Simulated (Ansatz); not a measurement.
## Energy of ZrS2 along a strain of the cell

System: ZrS2 (P-3m1, 3 atoms in the cell).
Method: DFT PBEsol+D3(BJ), scalar-relativistic, plane waves, PAW, no spin polarisation (Ansatz 0.2.0).

The 5 runs differ only in the geometry, by a strain of the cell at fixed fractional positions. Against run 3, the strain is εzz = η. The structure derives from an entry of the Crystallography Open Database.

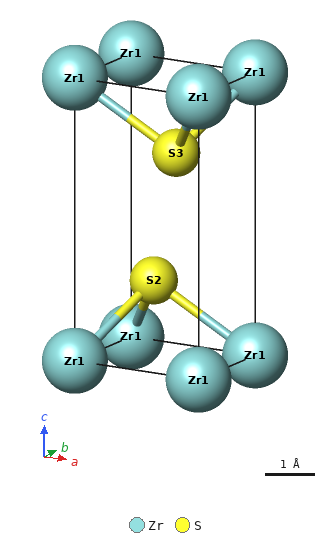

Figure 1. The structure of run 3 (ball-and-stick view of the cell of the calculation, seen slightly off an axis; atoms are numbered from 1 in the order of the input). An atom can appear more than once, as a periodic image.

**Input of run 3**
```yaml
crystal:
  lattice:
    - [3.7751990022, 0.0, 0.0]
    - [-1.8875995011, 3.2694182402, 0.0]
    - [0.0, 0.0, 5.85]
  atoms:
    - { symbol: Zr, position: [0.0, 0.0, 0.0] }
    - { symbol: S, position: [0.3333333333, 0.6666666667, 0.2492] }
    - { symbol: S, position: [0.6666666667, 0.3333333333, 0.7508] }
basis:
  ecutwfc: 420
kpoints:
  mp_grid: { grid: [12, 12, 6] }
hamiltonian:
  xc: pbesol
  dispersion: d3bj
scf:
  occupations: { method: gaussian, width: 0.05 }
output:
  forces: true
  stress: true
  eigenvalues: true
```

Command:
```bash
ansatz run input.yaml --threads 1 --pin off --max-ram 2560MiB --backend cpu --events-out ev --progress --plain --runs-dir out
```

Lattice vectors (Å) and fractional positions of run 3:
```
   3.775199    0.000000    0.000000
  -1.887600    3.269418    0.000000
   0.000000    0.000000    5.850000
Zr  0.000000  0.000000  0.000000
S   0.333333  0.666667  0.249200
S   0.666667  0.333333  0.750800
```

Run 2 differs from it as follows:
```diff
-    - [0.0, 0.0, 5.85]
+    - [0.0, 0.0, 5.616]
```

**Results, with one run withheld**

| run | strain parameter η (%) | free energy per atom, from the lowest run given (meV) | pressure (GPa) | gap on the mesh (eV) |
| --- | --- | --- | --- | --- |
| 1 | −8.0000 | 0.00 | −3.71 | 0.76 |
| 2 | −4.0000 | ? | ? | ? |
| 3 | 0.0000 | 33.21 | −9.21 | 0.79 |
| 4 | 4.0000 | 84.97 | −11.22 | 0.82 |
| 5 | 8.0000 | 157.13 | −12.84 | 0.80 |

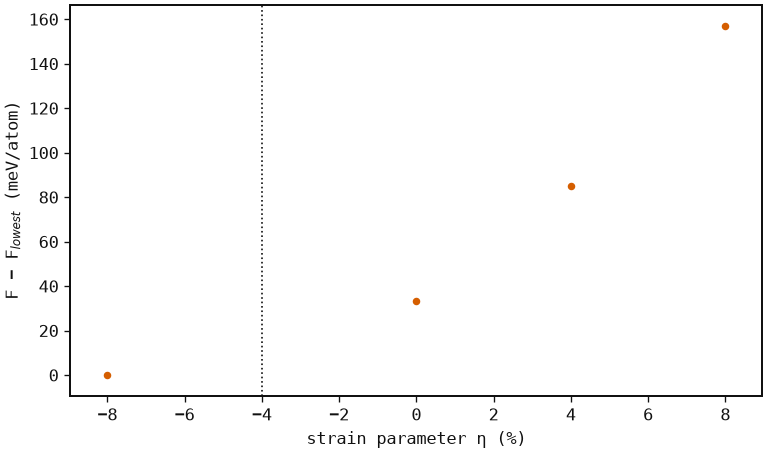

Figure 2. Free energy per atom of the runs given; the dotted line marks run 2.

Estimate the energy of run 2 from the others.

A quadratic polynomial in the coordinate, fitted to the 4 runs given, misses them by at most 0.66 meV per atom. With x = η − 1.0000, it reads F = 44.25 + 11.246 x + 0.7022 x² (meV per atom). At run 2 it gives 5.57 meV per atom, and the run itself gives 4.04. The fit has its minimum at η = −7.0077 %. The miss comes from the order of the polynomial or from scatter in that run; these data can't tell which. The gap on the mesh lies between 0.76 eV (run 1) and 0.82 eV (run 4); run 2 has 0.77 eV. These are gaps of this functional on this mesh, which can miss the band edges; they aren't the measured gap.

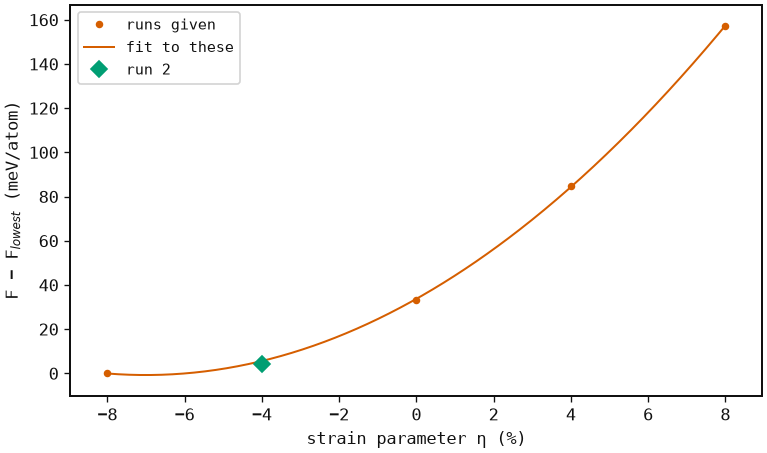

Figure 3. The fit and the withheld run.

**Output, shortened to warnings, some set-up lines, iterations and results (run 2)**
```
Basis set: ecut = 420 eV, 1375 PW (Γ), exchange–correlation on 54×54×80 points (8 copies of the dense FFT grid, shifted against one another)
Symmetry: 12 space group operations
k-points: 100 of 864
Initial density: superposition of atomic densities (neutral atoms: chi_scale 0, normalization atom), corrected by the library's trained network
[...]
SCF iter   1: F=—  HF=-5903.987377 eV  |F-HF|=—  |Δ(HF+E_count)|=         —  Δρ=5.45e-3  dr2=4.44e-2  ethr=1.77e-3  ⟨swp⟩=5.2  Hψ=8787  notcnv=0
SCF iter   2: F=—  HF=-5903.978672 eV  |F-HF|=—  |Δ(HF+E_count)|=   8.70e-3  Δρ=1.72e-3  dr2=2.06e-3  ethr=1.85e-4  ⟨swp⟩=2.0  Hψ=2601  notcnv=0
SCF iter   3: F=—  HF=-5903.978463 eV  |F-HF|=—  |Δ(HF+E_count)|=   2.10e-4  Δρ=8.71e-4  dr2=5.52e-4  ethr=8.57e-6  ⟨swp⟩=2.0  Hψ=2266  notcnv=0
SCF iter   4: F=—  HF=-5903.978477 eV  |F-HF|=—  |Δ(HF+E_count)|=   1.43e-5  Δρ=1.41e-4  dr2=1.34e-5  ethr=2.30e-6  ⟨swp⟩=2.9  Hψ=3033  notcnv=0
SCF iter   5: F=—  HF=-5903.978494 eV  |F-HF|=—  |Δ(HF+E_count)|=   1.71e-5  Δρ=3.20e-5  dr2=9.95e-7  ethr=5.57e-8  ⟨swp⟩=2.2  Hψ=2168  notcnv=0
SCF iter   6: F=-5903.978495 eV  HF=-5903.978495 eV  |F-HF|=3.07e-8  |Δ(HF+E_count)|=   1.19e-6  Δρ=7.27e-6  dr2=5.81e-8  ethr=4.17e-10  ⟨swp⟩=6.0  Hψ=7704  notcnv=0
SCF 1 converged in 6 iterations: F = -5903.978495 eV  dr2 = 5.81e-8
SCF converged after 6 iterations
Free energy (F): -5903.978495 eV
Harris-Foulkes:  -5903.978495 eV  (|F-HF|=3.07e-8)
Internal energy: -5903.978495 eV  (E = F + TS)
E sigma→0 (E₀):  -5903.978495 eV
Fermi energy:    7.531190 eV
--- Per-component energies (eV) ---
  E_band       = -170.636064
  E_kinetic    = 543.406680
  E_local      = -1247.731473  (includes V_loc(G=0)·N_el)
  E_nonlocal   = 136.500930
  E_hartree    = 426.041833
  E_xc         = -352.327886
  E_vxc        = -364.501379  (∫ρ·V_xc dr)
  E_paw        = -4067.556520  (= ΣΔE_a)
  E_vpaw       = -90.399787  (= ΣTr[D̂ρ^β])
  E_aug_tail   = 0.000026  (compensation charges beyond the density's cutoff)
  E_ewald      = -1341.667640
  E_disp       = -0.934065  (pairwise vdW)
  E_core_change = 0.289619  (= ΣΔE_core)
  E_smearing   = -0.000000  (= −TS)
  E_closure    = 0.000000  (closes the sum)
  Σ components = -5903.978495   (vs F -5903.978495, Δ=0.00e0)
--- Forces (eV/Å), atoms counted from 1 ---
  atom   1  Zr    -0.00000000     0.00000000     0.00000000
  atom   2  S     -0.00000000    -0.00000000    -0.23266063
  atom   3  S     -0.00000000     0.00000000     0.23266063
  max |Σ_I F_I| component: 5.55e-17 eV/Å
--- Stress (GPa, compression-positive) ---
       -8.691333       0.000000       0.000000
        0.000000      -8.691333       0.000000
        0.000000       0.000000      -2.839749
  P = ⅓ Tr σ = -6.7408 GPa (-67.408 kbar)
```
